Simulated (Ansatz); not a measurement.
Consider HW$_{5}$S$_{10}$ (cell with a defect).

Input

```
crystal:
  lattice:
    - [0.0, -5.5213404984, 0.0]
    - [0.0, -1.8404468328, 7.4744429926]
    - [-7.9693685575, -2.7606702492, 0.0]
  atoms:
    - { symbol: W, position: [0.5993225527, 0.0020323419, 0.8] }
    - { symbol: W, position: [0.7993225527, 0.0020323419, 0.4] }
    - { symbol: W, position: [0.1993225527, 0.0020323419, 0.6] }
    - { symbol: W, position: [0.3993225527, 0.0020323419, 0.2] }
    - { symbol: W, position: [0.9993225527, 0.0020323419, 0.0] }
    - { symbol: S, position: [0.1959256669, 0.2122229993, 0.8], spin: 0.143 }
    - { symbol: S, position: [0.3959256669, 0.2122229993, 0.4] }
    - { symbol: S, position: [0.7959256669, 0.2122229993, 0.6] }
    - { symbol: S, position: [0.9959256669, 0.2122229993, 0.2], spin: 0.143 }
    - { symbol: S, position: [0.5959256669, 0.2122229993, 0.0], spin: 0.143 }
    - { symbol: S, position: [0.3360517804, 0.7918446588, 0.8], spin: 0.143 }
    - { symbol: S, position: [0.5360517804, 0.7918446588, 0.4] }
    - { symbol: S, position: [0.9360517804, 0.7918446588, 0.6] }
    - { symbol: S, position: [0.1360517804, 0.7918446588, 0.2], spin: 0.143 }
    - { symbol: S, position: [0.7360517804, 0.7918446588, 0.0], spin: 0.143 }
    - { symbol: H, position: [0.16875, 0.5, 0.00625], spin: 0.143 }
  host:
    lattice:
      - [1.5938737115, 0.9202234164, 7.4744429926]
      - [-1.5938737115, 0.9202234164, 7.4744429926]
      - [0.0, -1.8404468328, 7.4744429926]
    atoms:
      - { symbol: W, position: [0.0006774473, 0.0006774473, 0.0006774473] }
      - { symbol: S, position: [0.4040743331, 0.4040743331, 0.4040743331] }
      - { symbol: S, position: [0.2639482196, 0.2639482196, 0.2639482196] }
basis:
  ecutwfc: 420
  xc_grid: 2
kpoints:
  mp_grid: { grid: [4, 3, 4], shift: [0.0, 0.0, 0.0] }
hamiltonian:
  xc: pbe
scf:
  occupations: { method: gaussian, width: 0.01 }
output:
  forces: true
  stress: false
  eigenvalues: true
  populations: true
  charged_corrections:
    defect_position: [0.16875, 0.5, 0.00625]
    epsilon: [[11.5894, 0.0, 0.0], [0.0, 11.5894, 0.0], [0.0, 0.0, 3.2073]]
  write_density: true
  write_potential: true
  elf: true
  volumetric_format: npy
magnetization:
  spin_polarized: true
relax:
  adjacent_minimum: "off"
  f_tol: 0.025
  max_steps: 45
```

Command:

```sh
ansatz run input.yaml --threads 4 --pin off --max-ram 10240MiB --backend cpu --events-out ev --progress --plain --runs-dir out
```

The fields are those of the run's last geometry, not of the input's.

Spin-polarised.

Theory: DFT PBE, scalar-relativistic, plane waves, PAW in Ansatz.

What can the converged valence pseudo-density, electron localisation function and spin density tell about the bonding?

S–H (1.43 Å): the density is about 1.3 e/Å³ at the midpoint; the ELF climbs to about 1 towards the hydrogen, as it does in any bond to H; an ordinary covalent bond to hydrogen.
W–S (2.40 Å): ρ is about 0.64 e/Å³ halfway; the ELF peaks at about 0.85 in the valence shell of S, 0.8 Å from its nucleus, and is about 0.50 at the midpoint.
W–S (2.67 Å): ρ is about 0.36 e/Å³ halfway; the ELF peaks at about 0.75 in the valence shell of S, 0.8 Å from its nucleus, and is about 0.35 at the midpoint.
The spin density sits on W: +0.3 μB in one cell of 16 atoms, with smaller moments on other sites: H (up to +0.09 μB): with much of the spin spread outside that site. The cell of the calculation (16 atoms) carries 1.0 μB of net spin moment.

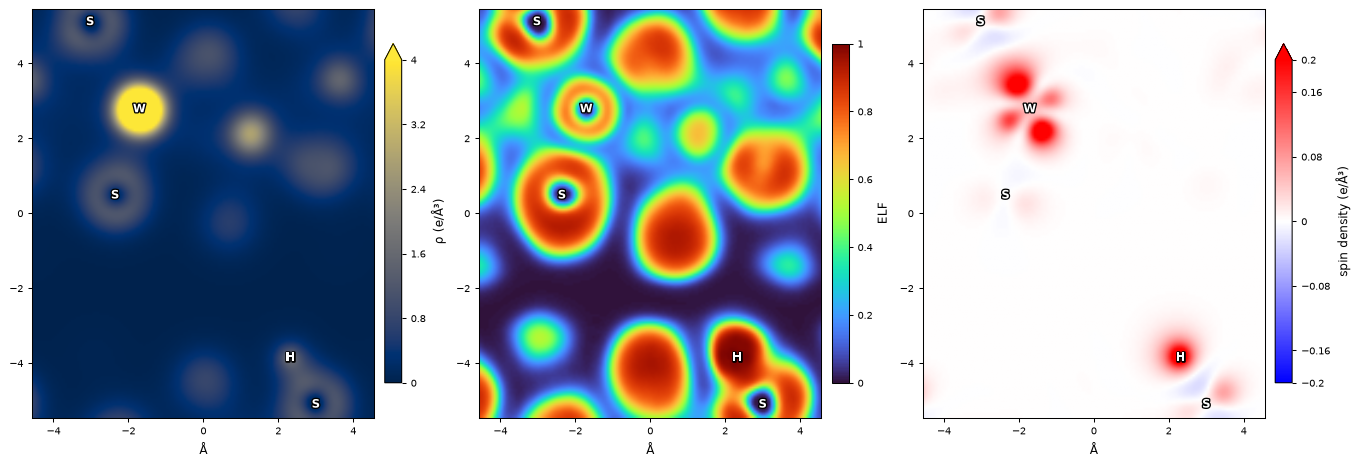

Computed valence pseudo-density, electron localisation function and spin density on the (11̄0) plane of the calculation cell, in this order. Atoms just off the plane (W, 0.7 Å away and S, 0.6 Å away) can leave unmarked features too.

In a PAW calculation such maps are meaningful between the atoms, not at the nuclei.
